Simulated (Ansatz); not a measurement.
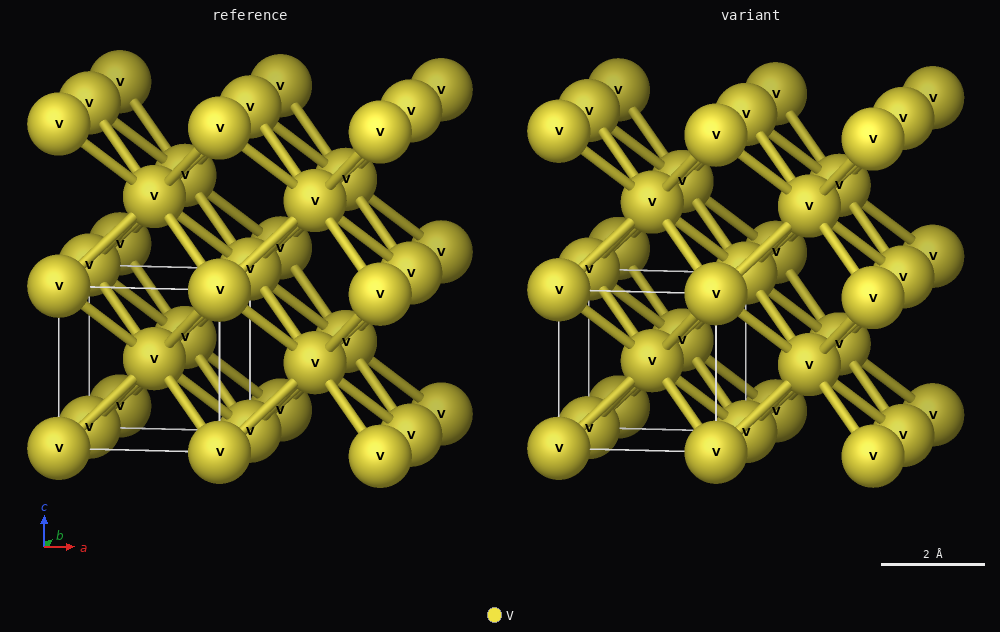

Left: a symmetric starting cell of V (made from another compound by putting V in place of Ti). Right: the same structure after one change, at the same scale. A ball-and-stick model of the conventional cell (2 times the calculation's cell), repeated 2 × 2 × 2 with one cell outlined, seen slightly off an axis. Lengths and directions refer to the drawn axes.

Method: Ansatz 0.2.0, DFT PBEsol, scalar-relativistic, plane waves, PAW. Set-up: plane-wave cutoff 420 eV; k-point mesh 18 × 18 × 18; occupations gaussian; smearing width 0.1 eV; no spin polarisation.

**What distinguishes the right structure from the left one?**

All lengths are scaled by −2.2 % (volume −6.5 %), the atoms keeping their fractional coordinates. No relaxation follows. The starting cell wasn't computed here and needn't be at equilibrium, so pressure and forces aren't due to the change alone.

**And its effect?**

Among the bonded contacts that change: V–V 2.768 → 2.706 Å. The space group stays Im-3m (No. 229). The pressure is −23.6 GPa (not all of it need come from the change, since the unchanged cell can be under pressure at this level too). All forces vanish by symmetry.
